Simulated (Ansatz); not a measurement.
System Al₂O₃ (space group P6_3/mmc, No. 194); source of the atomic positions: the input geometry of an electronic-structure calculation (not necessarily at equilibrium); the starting structure was generated, so it need not be a known form of this composition.

```cif
data_structure
_symmetry_space_group_name_H-M 'P 1'
_symmetry_Int_Tables_number 1
_cell_length_a 2.8709
_cell_length_b 2.8709
_cell_length_c 14.4983
_cell_angle_alpha 90.000
_cell_angle_beta 90.000
_cell_angle_gamma 120.000
_cell_volume 103.49
loop_
_atom_site_label
_atom_site_type_symbol
_atom_site_fract_x
_atom_site_fract_y
_atom_site_fract_z
_atom_site_occupancy
Al1 Al 0.66667 0.33333 0.09437 1
Al2 Al 0.33333 0.66667 0.90563 1
Al3 Al 0.33333 0.66667 0.59437 1
Al4 Al 0.66667 0.33333 0.40563 1
O1 O 0.00000 0.00000 0.00000 1
O2 O 0.33333 0.66667 0.14158 1
O3 O 0.66667 0.33333 0.85842 1
O4 O 0.00000 0.00000 0.50000 1
O5 O 0.66667 0.33333 0.64158 1
O6 O 0.33333 0.66667 0.35842 1
```

Describe how the polyhedra about Al are linked (bonds: Al–O below 2.4 Å).

Al: AlO6 octahedron, sharing edges with nine neighbours and corners with three neighbours.

They form layers of corner- and edge-sharing octahedra parallel to (001).

Centre to centre across a shared edge: 2.87 to 3.20 Å; across a shared corner: 4.30 Å.

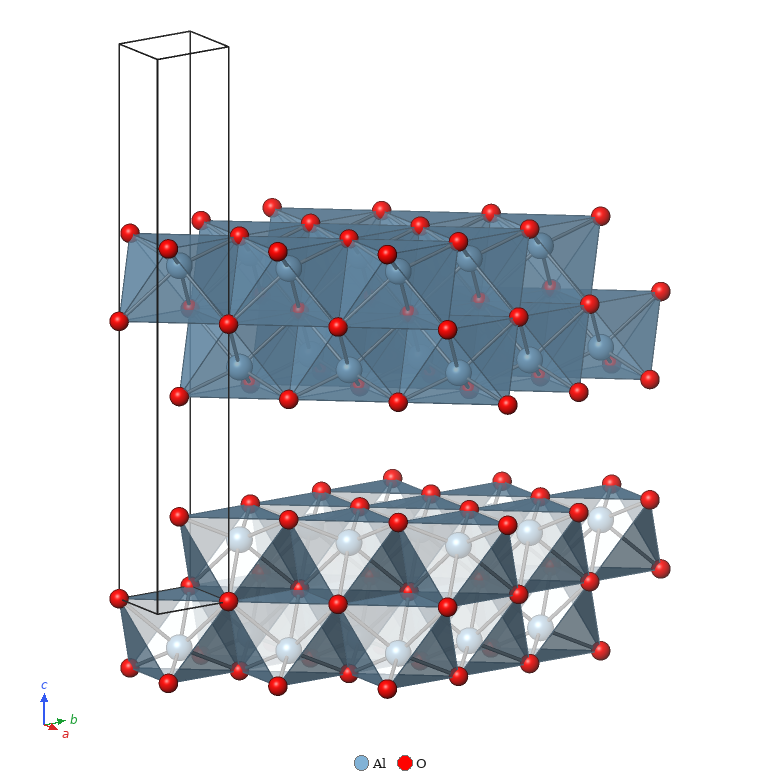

Polyhedra are drawn about Al (bonds: Al–O below 2.4 Å); other atoms are plain spheres.
